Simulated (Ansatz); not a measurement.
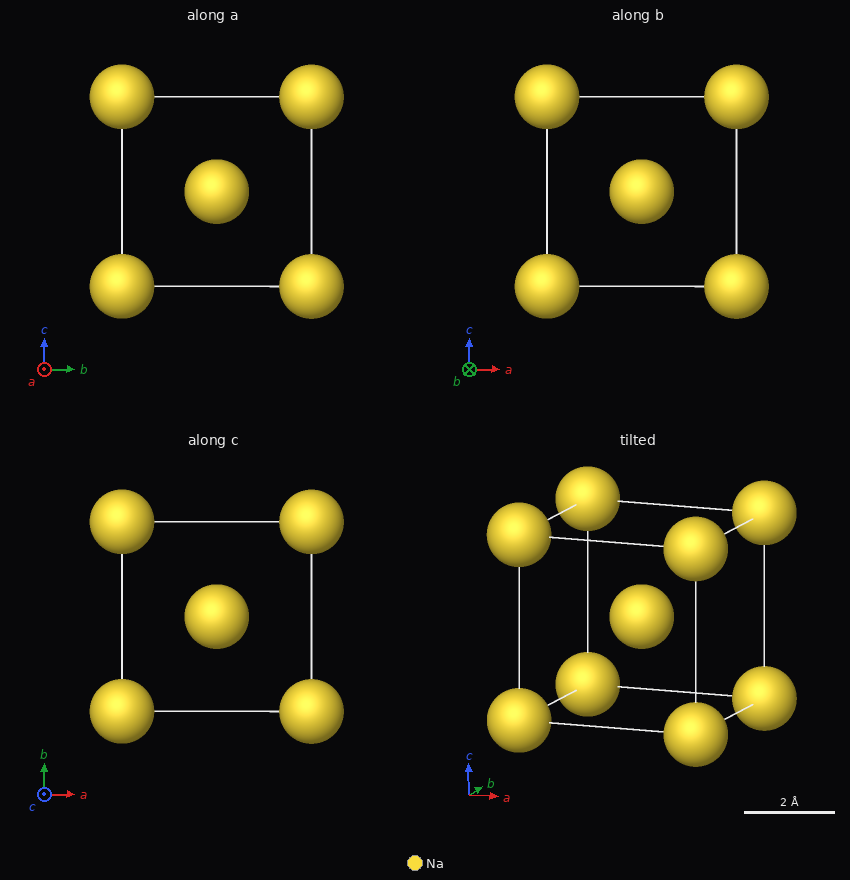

The figure gives a spheres-only picture of the atoms, viewed along the a axis, along the b axis, along the c axis and slightly off an axis. One drawn cell (a repeat of the simulation cell) is framed, with atoms on its boundary repeated.

Lattice parameters: a = 4.223 Å, b = 4.223 Å, c = 4.223 Å, α = 90.04°, β = 90.04°, γ = 90.04°. Put a along x and b in the xy plane.

Q: Reconstruct the structure as a POSCAR file.

A:
```
Na
1.0
     4.223    0.000    0.000
    -0.003    4.223    0.000
    -0.003   -0.003    4.223
Na
2
Direct
  0.0000 0.0000 0.0000
  0.5000 0.5000 0.5000
```

The cell started as a structure type filled with this element by a generator (whether the element takes this form wasn't checked). A relaxation with DFT r2SCAN, scalar-relativistic, plane waves, PAW in Ansatz gave the geometry drawn.
